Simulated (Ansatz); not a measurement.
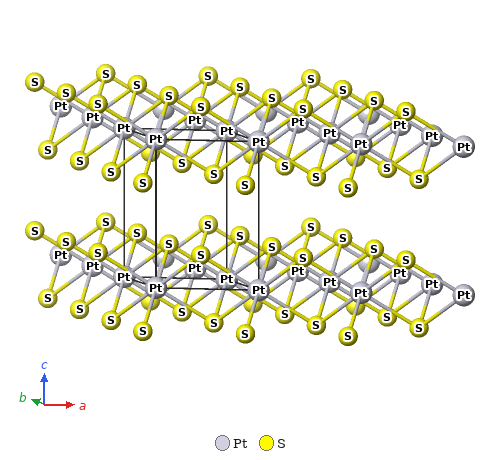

PtS₂ (space group P-3m1, No. 164): a calculation's input that goes back to an entry of the Crystallography Open Database (an earlier step may have relaxed or displaced it).

Bonds are taken as Pt–S below 2.7 Å. The graph is simplified in the usual way: terminal and isolated atoms are pruned, two-connected atoms become edges.

### What kind of net remains, and which atoms are its nodes?

A binodal (3,6)-connected, two-periodic (layers) net: S is a 3-connected node; Pt is a 6-connected node, in the ratio 2:1.

### Does the net have a name?

It is the kgd net, known from the layers of CdI2 (1T type).

### How do the layers lie?

The layers lie parallel to (001).

### Give the first eight terms of the coordination sequence (nodes one, two, three … edges away).

S: 3, 12, 9, 24, 15, 36, 21, 48; Pt: 6, 6, 18, 12, 30, 18, 42, 24.
